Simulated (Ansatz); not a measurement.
# Ga3Se: what the fields show

The calculation's input:

```
crystal:
  lattice:
    - [4.1939020062, 0.0, 0.0]
    - [0.0, 4.1939020062, 0.0]
    - [0.0, 0.0, 4.4533186252]
  atoms:
    - { symbol: Ga, position: [0.0, 0.5, 0.5] }
    - { symbol: Ga, position: [0.5, 0.0, 0.5] }
    - { symbol: Ga, position: [0.5, 0.5, 0.0] }
    - { symbol: Se, position: [0.0, 0.0, 0.0] }
basis:
  ecutwfc: 420
kpoints:
  mp_grid: { grid: [12, 12, 12] }
hamiltonian:
  xc: pbe
  dispersion: d3bj
scf:
  occupations: { method: gaussian, width: 0.15 }
output:
  forces: true
  stress: true
  eigenvalues: true
  write_density: true
  write_potential: true
  elf: true
  volumetric_format: npy
```

Command:

```sh
ansatz run input.yaml --threads 2 --pin off --max-ram 5120MiB --backend cpu --events-out ev --progress --plain --runs-dir out
```

Below, planes, directions and counts refer to the conventional cell (a = 4.19 Å, b = 4.19 Å, c = 4.45 Å, α = 90.00°, β = 90.00°, γ = 90.00°).

Space group P4/mmm; a structure from a database of computed crystals, not necessarily the ambient phase; changed on purpose from its base cell (strain -0.030 along x and y, +0.030 along z, atoms carried along); computed without spin polarisation.

These are results of DFT PBE+D3(BJ), scalar-relativistic, plane waves, PAW (Ansatz), not measurements.

The density is the valence pseudo-density of a PAW calculation; it isn't the true density close to the nuclei.

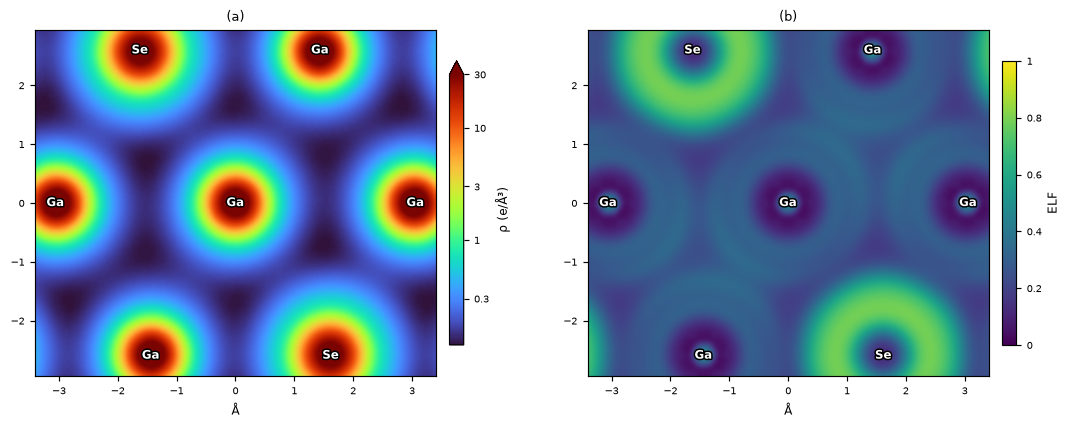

Figure 1. (a) valence pseudo-density; (b) electron localisation function on the (111) plane of the conventional cell.

Describe what can be read from this map.

Atoms in the plane: Ga and Se. Ga–Se (2.97 Å): the density is about 0.2 e/Å³ at the midpoint; the ELF is about 0.30 at the midpoint. Ga–Se (3.06 Å): ρ at the midpoint is about 0.17 e/Å³; the ELF is about 0.30 at the midpoint. Between the atoms the lowest density in this plane is 0.12 e/Å³. The features right at Ga lie inside the PAW spheres, where the map follows smoothed inner orbitals and isn't to be read closely.

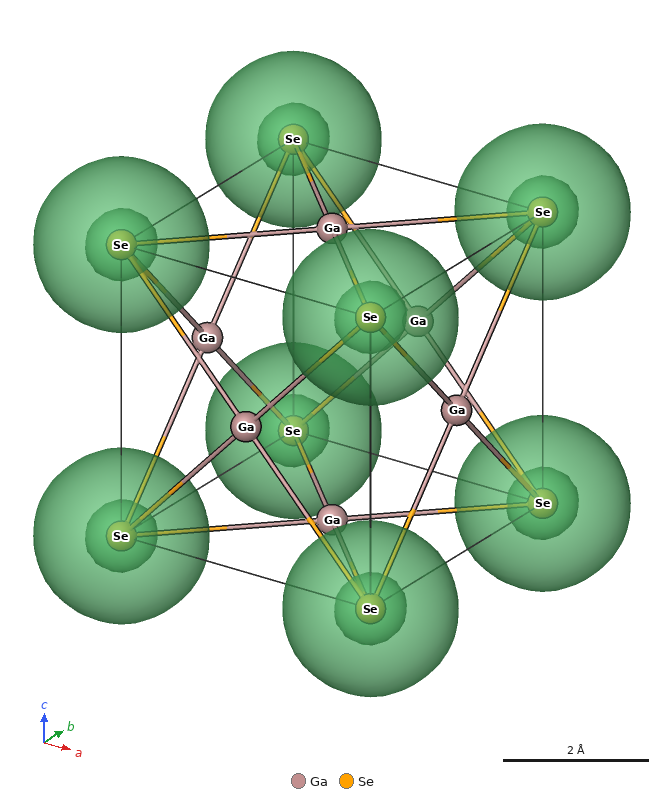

Figure 2. Isosurface of the electron localisation function at 0.6 (green), seen at an oblique angle. Only the valence region is drawn (cores and ρ < 0.01 e/Å³ removed). Sticks mark near contacts.

Where are the electrons localised?

At this value the surface marks out one region wrapped around Se (its valence shell), counted in one cell of 4 atoms. Any copies at cell faces, edges or corners count once.

Does the calculation give a band gap?

It is gapless in this calculation (a metal or semimetal).
